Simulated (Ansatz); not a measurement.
Take the following structure.

```xyz
4
Lattice="2.4524 0.0000 0.0000 -1.2262 2.1239 0.0000 0.0000 0.0000 4.0843" Properties=species:S:1:pos:R:3 pbc="T T T"
C     0.0000    1.4159    0.2573
C     1.2262    0.7080    2.2995
C     0.0000    1.4159    1.7848
C     1.2262    0.7080    3.8270
```

What does this file describe?

Answer. The element is carbon. The lattice is primitive hexagonal and the space group P6_3/mmc (No. 194). Structure type: hexagonal diamond (lonsdaleite type). The cell holds four atoms. About every C there are four C in a tetrahedral arrangement at 1.51 to 1.53 Å. The bonds build a three-dimensional framework.

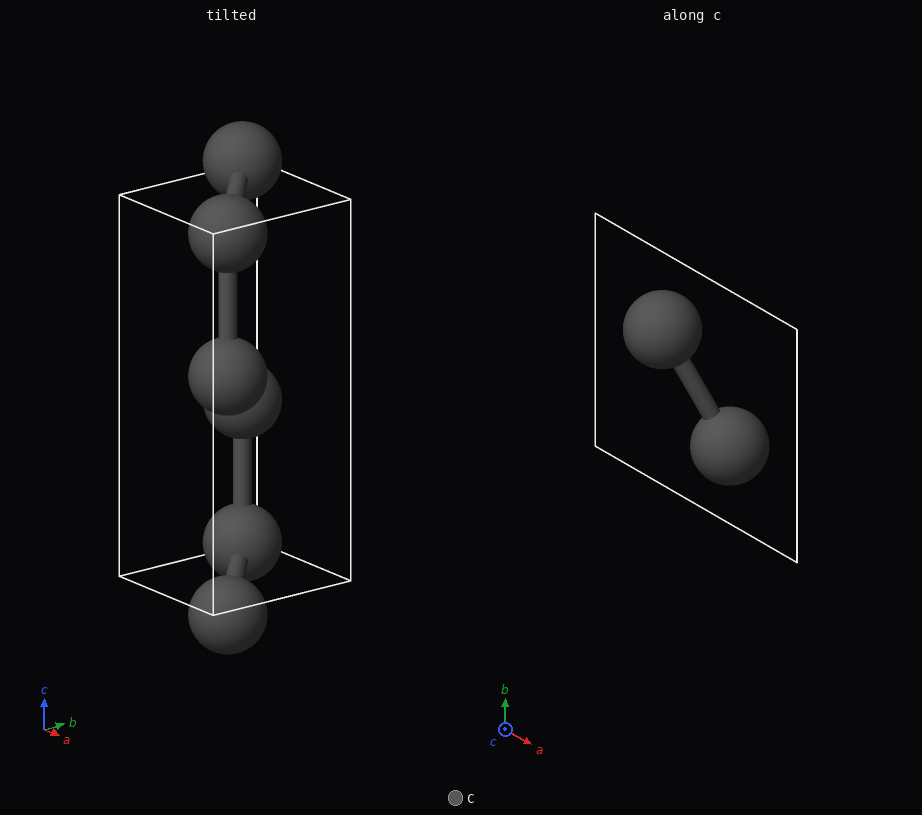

Ball-and-stick drawing of the structure, looking slightly off an axis and along the c axis. The frame is the conventional unit cell; atoms at its boundary are shown with their periodic copies. Colours: carbon dark grey.

The model was built from an entry, possibly a prediction, of the Crystallography Open Database. It was relaxed with DFT PBE, scalar-relativistic, plane waves, PAW in Ansatz under a constraint or pressure on the cell, so some stress remains.

At this level of theory the cell isn't at rest (compressed, at 35 GPa), so its distances can differ from those at equilibrium, the more so the softer the solid.
